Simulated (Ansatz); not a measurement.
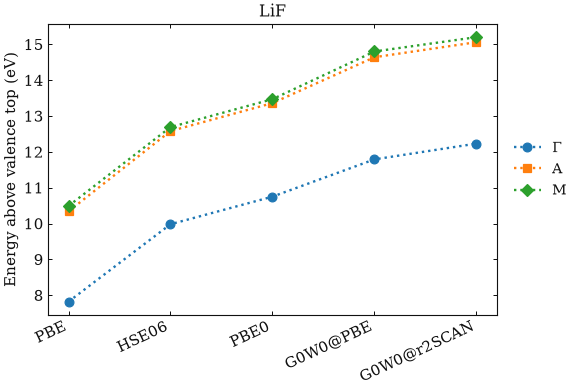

Lowest conduction level at each named k point, counted from the valence-band top at Γ, by several methods on one cell of LiF, space group P6_3/mmc (No. 194), 4 atoms in the cell, relaxed with r2SCAN; a = 3.280 Å, c = 4.000 Å (hexagonal axes). All runs are without spin-orbit coupling and carry no moments.

Question: How do the methods rank at Γ?

Answer: From low to high: PBE 7.82, HSE06 9.98, PBE0 10.75, G0W0@PBE 11.79, G0W0@r2SCAN 12.23 eV.

Question: Do the methods agree on which of these conduction levels is lowest?

Answer: Yes: all put it at Γ.

| method | program | Γ (eV) | A (eV) | M (eV) |
| --- | --- | --- | --- | --- |
| PBE | Ansatz | 7.82 | 10.34 | 10.49 |
| HSE06 | Ansatz | 9.98 | 12.58 | 12.69 |
| PBE0 | Ansatz | 10.75 | 13.36 | 13.47 |
| G0W0@PBE | Ansatz | 11.79 | 14.64 | 14.80 |
| G0W0@r2SCAN | Ansatz | 12.23 | 15.06 | 15.20 |

Settings. PBE: Ansatz PAW set, 12×12×6 k mesh, 420 eV cutoff, Fermi-Dirac smearing of 0.02 eV (Ansatz 0.2.0). HSE06: Ansatz PAW set, 6×6×4 k mesh, 420 eV cutoff, fixed occupations (Ansatz 0.2.0). PBE0: Ansatz PAW set, 6×6×4 k mesh, 420 eV cutoff, fixed occupations (Ansatz). G0W0@PBE: PBE, Ansatz PAW set, 6×6×4 k mesh, 420 eV cutoff, fixed occupations (Ansatz), G0W0 with empty bands 111, screening cutoff 120 eV and frequency treatment contour deformation. G0W0@r2SCAN: r2SCAN, Ansatz PAW set, 6×6×4 k mesh, 500 eV cutoff, fixed occupations (Ansatz 0.2.0), G0W0 with empty bands 140, screening cutoff 140 eV and frequency treatment contour deformation.

These are five of the 10 methods that were run on this cell. The usual form of LiF is rocksalt. HSE06, PBE0 and G0W0@r2SCAN: the PAW data sets were made with another functional. LDA, GGA and most meta-GGA functionals understate gaps. The GW runs differ in bands or cutoffs. The GW values are at finite bands, cutoffs and mesh, short of the basis limit.
